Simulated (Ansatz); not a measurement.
System: Pt (slab).

```cif
data_structure
_symmetry_space_group_name_H-M 'P 1'
_symmetry_Int_Tables_number 1
_cell_length_a 2.8073
_cell_length_b 6.8764
_cell_length_c 24.7247
_cell_angle_alpha 90.000
_cell_angle_beta 90.000
_cell_angle_gamma 90.000
_cell_volume 477.29
loop_
_atom_site_label
_atom_site_type_symbol
_atom_site_fract_x
_atom_site_fract_y
_atom_site_fract_z
_atom_site_occupancy
Pt1 Pt 0.50000 0.63832 0.31168 1
Pt2 Pt 0.00000 0.31184 0.33466 1
Pt3 Pt 0.50000 0.99043 0.36206 1
Pt4 Pt 0.00000 0.66978 0.40543 1
Pt5 Pt 0.50000 0.32598 0.43273 1
Pt6 Pt 0.00000 0.00321 0.46763 1
Pt7 Pt 0.50000 0.66667 0.50000 1
Pt8 Pt 0.00000 0.33013 0.53237 1
Pt9 Pt 0.50000 0.00735 0.56727 1
Pt10 Pt 0.00000 0.66356 0.59457 1
Pt11 Pt 0.50000 0.34290 0.63794 1
Pt12 Pt 0.00000 0.02149 0.66534 1
Pt13 Pt 0.50000 0.69501 0.68832 1
```

The calculation used Ansatz, DFT PBE, spin-orbit coupling, plane waves, PAW.

**Predict the valence pseudo-density and electron localisation function between the atoms.**

Pt–Pt (2.72 Å): ρ at the midpoint is about 0.42 e/Å³; the ELF is about 0.30 at the midpoint; no shared electron pair shows on this line.
Pt–Pt (2.87 Å): the density is about 0.32 e/Å³ at the midpoint; the ELF is about 0.25 at the midpoint (no shared electron pair shows on this line).

**Metal or insulator at this level of theory?**

It is metallic or semimetallic at this level of theory: no gap opens.

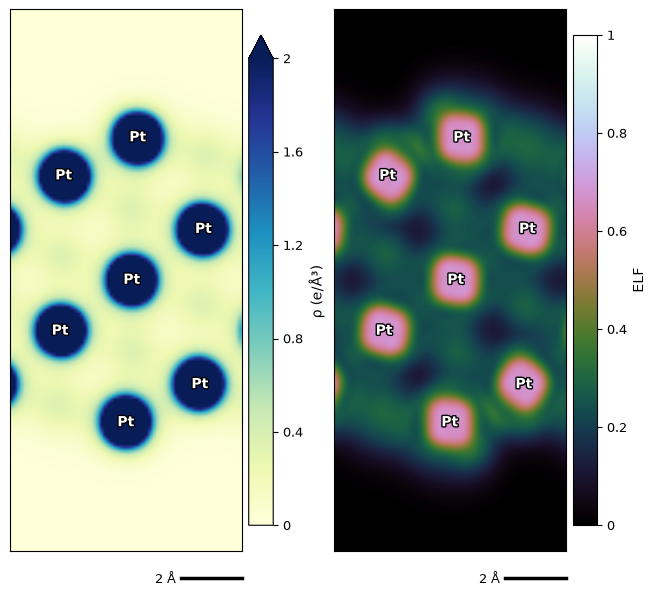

Computed valence pseudo-density and electron localisation function on the (100) plane of the calculation cell, a cut from vacuum to vacuum, in this order. 

The density is the valence pseudo-density of a PAW calculation; it isn't the true density close to the nuclei.
